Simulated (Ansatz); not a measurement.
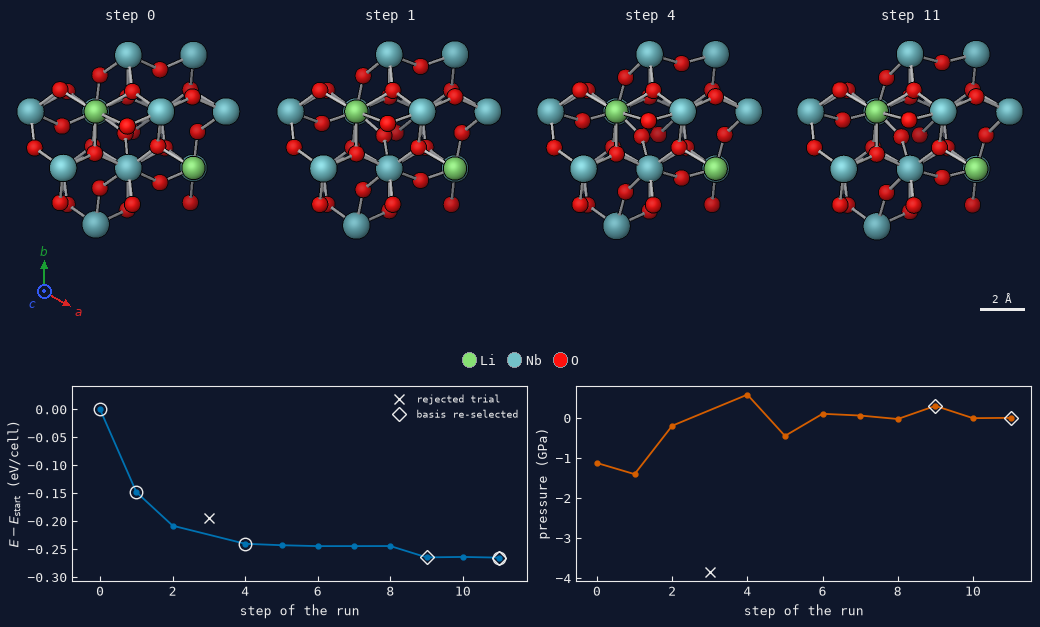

Frames of a relaxation of crystalline LiNb$_{2}$O$_{6}$ (set up in R3), marked on the history of the run. A ball-and-stick model of the atoms within 5.0 Å of the atom that moves most (axes of the conventional cell (3 times the calculation's cell)), seen along the c axis. Lengths and directions refer to the drawn axes.

Case: 1 of 2 Li taken out, relaxed.

Theory: DFT PBE+D3(BJ), scalar-relativistic, plane waves, PAW in Ansatz 0.2.0. Settings: plane-wave cutoff 420 eV; k-point mesh 6 × 6 × 6; occupations gaussian; smearing width 0.1 eV; no spin polarisation; cell and atoms relaxed; force threshold 0.025 eV/Å; at most 70 steps.

Describe the path.

Answer. After 8 accepted moves (11 points after the start) the energy has fallen by 0.265 eV per cell of the calculation. The largest force component goes from 0.57 to 0.016 eV/Å. The pressure goes from −1.12 to 0.01 GPa. The line search rejected the trial step at point 3 of the run. At 2 points the geometry stayed and the basis and grid were re-selected for the new cell (energy shift of 20.2 meV per cell of the calculation at most each time). The largest moves relative to the cell, 0.29 Å, are those of O atoms. Largest moves by element: O 0.29 Å, Nb 0.14 Å, Li 0.02 Å. Cell: a = b 5.132 → 5.222 Å (+1.7 %), c 13.887 → 13.959 Å (+0.5 %). Volume +4.0 %. Some distances before and after: Nb–O 2.136 → 2.068 Å, Nb–O 1.884 → 1.908 Å, Li–O 2.246 → 2.228 Å, Li–O 2.034 → 2.047 Å. Among the angles between lasting bonds that change: Nb–O–Nb 138.5° → 155.2°, O–Nb–O 88.4° → 96.3°, O–Nb–O 79.7° → 87.0°. The space group stays R3 (No. 146). Cost: 100 s on 2 threads of Arm Neoverse V2, with other jobs on the host, peak memory 0.46 GiB. From step 0 to 1: O atoms move most (0.13 Å), volume +2.9 %, energy −0.148 eV per cell of the calculation. From step 1 to 4: O atoms move most (0.13 Å), volume +0.3 %, energy −92.2 meV per cell of the calculation. From step 4 to 11: O atoms move most (0.04 Å), volume +0.8 %, energy −24.8 meV per cell of the calculation.

```tsv
step	E − E(0), meV/atom	largest force component, eV/Å	pressure, GPa	volume, Å³/atom	note
0	0.00	0.5656	-1.12	11.732	
1	-16.43	0.4568	-1.40	12.077	
2	-23.09	0.4768	-0.19	12.111	
3	-21.52	0.4752	-3.85	12.439	rejected
4	-26.68	0.1791	0.59	12.115	
5	-26.97	0.1243	-0.44	12.175	
6	-27.15	0.0389	0.11	12.164	
7	-27.14	0.0308	0.07	12.170	
8	-27.13	0.0105	-0.02	12.175	
9	-29.38	0.0109	0.31	12.175	same geometry, new basis
10	-29.29	0.0162	0.00	12.207	
11	-29.43	0.0164	0.01	12.207	same geometry, new basis
```

Limits of the set-up: an odd number of electrons was run without spin polarisation, which fails if the electron would localise.
